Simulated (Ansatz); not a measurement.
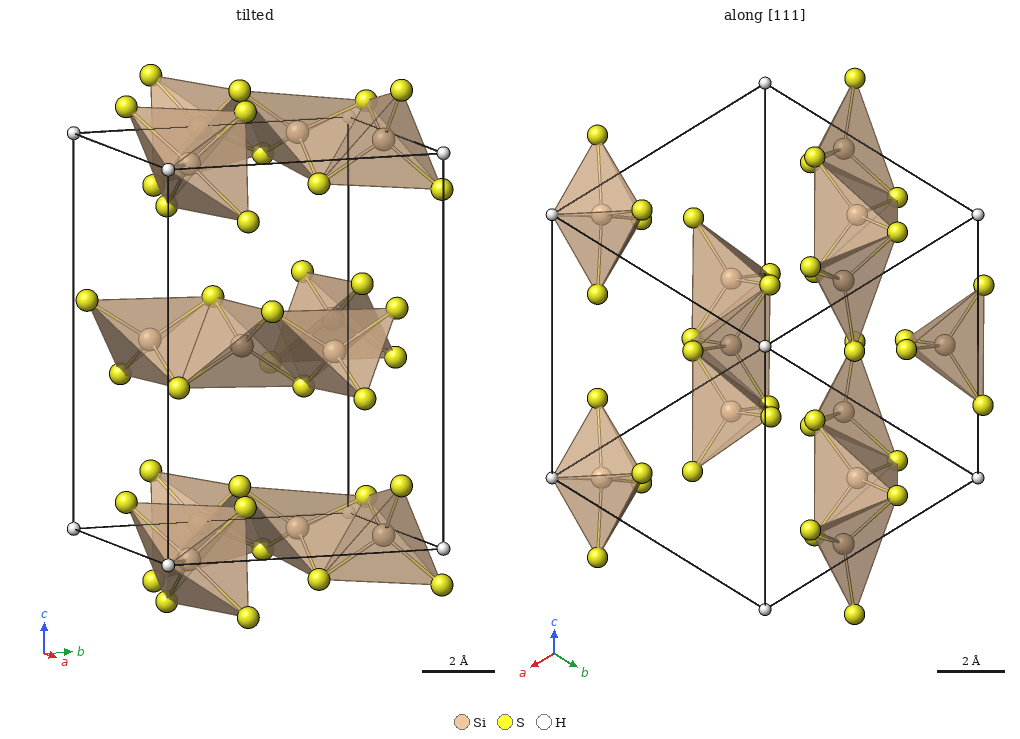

The crystal in a polyhedral representation, seen slightly off an axis and along [111]. One simulation cell is framed, with atoms on its boundary repeated. A few atoms beyond the faces are included.

Characterise what is shown.

This is Si$_{8}$HS$_{16}$. There is no symmetry operation other than the lattice translations (P1). Counting shared atoms by their share gives 8 Si, 1 H, 16 S, or 25 atoms. The neighbours of S are two Si in a bent arrangement at about 2.1 to 2.4 Å. The neighbours of H is one Si at about 1.5 Å. The bonds build Si4HS8 and SiS2 chains along [110].

The initial geometry was a structure listed in the Materials Project, repeated into a supercell with a point defect put in. The cell was then strained or its atoms displaced on purpose. The atoms were relaxed in a fixed cell with DFT PBE, scalar-relativistic, plane waves, PAW (Ansatz).
